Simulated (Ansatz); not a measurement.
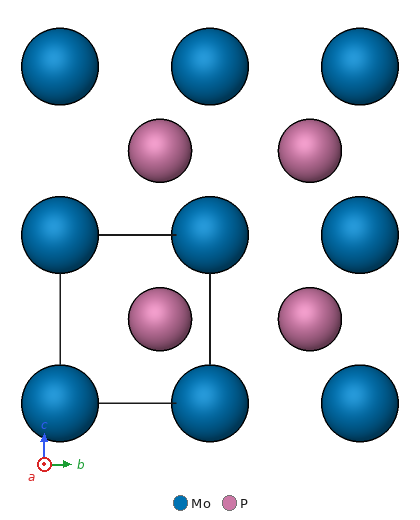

Projection along an edge of the hexagonal mesh, stacking direction c upwards. Every atom sits on one of the three columns of the mesh; call them A, B, C in the order in which they first turn up. The sequence starts with the first layer at or above the cell's origin.

The compound is MoP, taken as the geometry relaxed at fixed volume with DFT r2SCAN, scalar-relativistic, plane waves, PAW in Ansatz.

Read off the stacking sequence over one period.

Answer. Mo(A) – P(B) (two layers in 3.22 Å).
